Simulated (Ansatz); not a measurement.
# Al3GaAs4: what the fields show

The calculation's input:

```
crystal:
  lattice:
    - [4.0554811, 0.0, 0.0]
    - [0.0, 4.0554811, 0.0]
    - [0.0, 0.0, 11.4558324]
  atoms:
    - { symbol: Al, position: [0.0, 0.0, 0.749763] }
    - { symbol: Al, position: [0.0, 0.0, 0.250237] }
    - { symbol: Al, position: [0.5, 0.5, 0.5] }
    - { symbol: Ga, position: [0.5, 0.5, 0.0] }
    - { symbol: As, position: [0.5, 0.0, 0.874131] }
    - { symbol: As, position: [0.0, 0.5, 0.125869] }
    - { symbol: As, position: [0.5, 0.0, 0.375105] }
    - { symbol: As, position: [0.0, 0.5, 0.624895] }
basis:
  ecutwfc: 420
kpoints:
  mp_grid: { grid: [8, 8, 4] }
hamiltonian:
  xc: pbe
scf:
  occupations: { method: gaussian, width: 0.02 }
output:
  forces: true
  stress: true
  eigenvalues: true
  write_density: true
  write_potential: true
  elf: true
  volumetric_format: npy
relax:
  adjacent_minimum: "off"
  f_tol: 0.01
  max_steps: 80
  cell: { stress_tol: 0.05 }
```

Launched as:

```sh
ansatz run input.yaml --threads 4 --pin off --max-ram 8192MiB --backend cpu --events-out ev --progress --plain --runs-dir out
```

Below, planes, directions and counts refer to the conventional cell (a = 4.06 Å, b = 4.06 Å, c = 11.46 Å, α = 90.00°, β = 90.00°, γ = 90.00°).

Space group P-4m2; a structure generated by program, which may or may not match a known phase.

Level of theory: DFT PBE, scalar-relativistic, plane waves, PAW (Ansatz).

In a PAW calculation such maps are meaningful between the atoms, not at the nuclei.

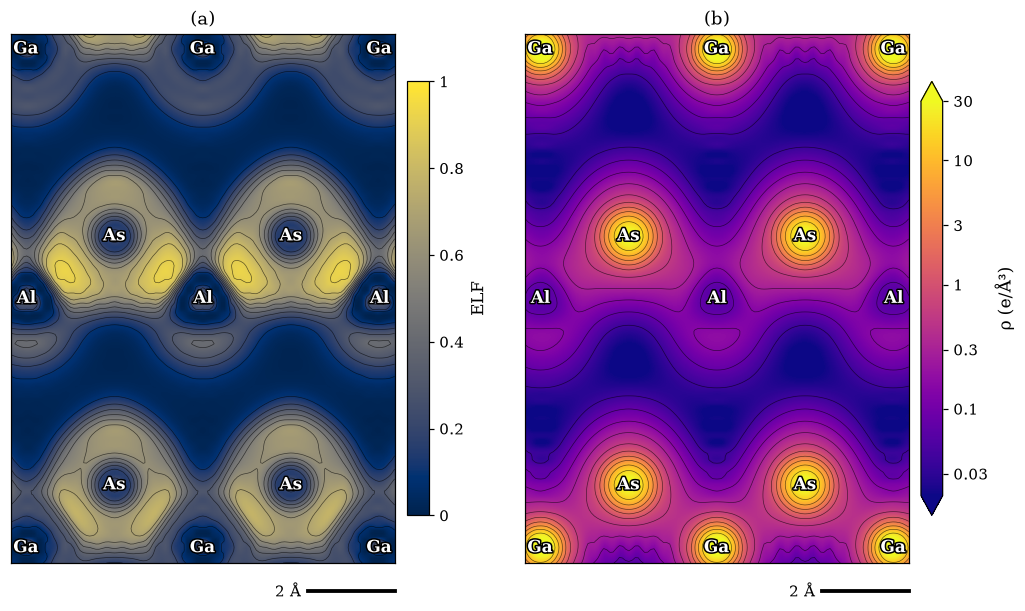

Figure 1. (a) electron localisation function; (b) valence charge density (pseudo) on the (010) plane of the conventional cell.

**Describe what can be read from this map.**

Atoms in the plane: Al, Ga and As. Al–As (2.48 Å): ρ at the midpoint is about 0.46 e/Å³; the ELF peaks at about 0.95 between the atoms (a covalent bond). Ga–As (2.49 Å): ρ at the midpoint is about 0.47 e/Å³; the ELF peaks at about 0.80 between the atoms, as expected for a covalent bond. Between the atoms the lowest density in this plane is 0.01 e/Å³.

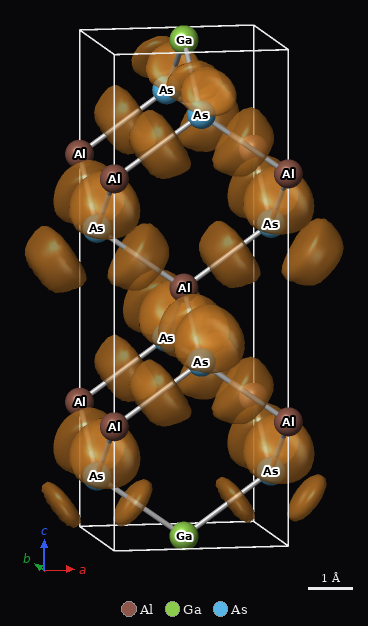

Figure 2. Isosurface of the ELF at 0.7 (orange), seen slightly off an axis. Core shells and regions of very low density are left out. Sticks mark near contacts.

**Identify the bonds, lone pairs and shells in this picture.**

The ELF exceeds this value in twelve regions between bonded Al–As atoms (shared pairs) and four regions between bonded As–Ga atoms (shared pairs), counted in one cell of 8 atoms. Any copies at cell faces, edges or corners count once.

**Does the calculation give a band gap?**

It is gapped, with a Kohn–Sham gap of 1.3 eV on the k-point mesh (the band edges may lie off the mesh, which would make the gap smaller).
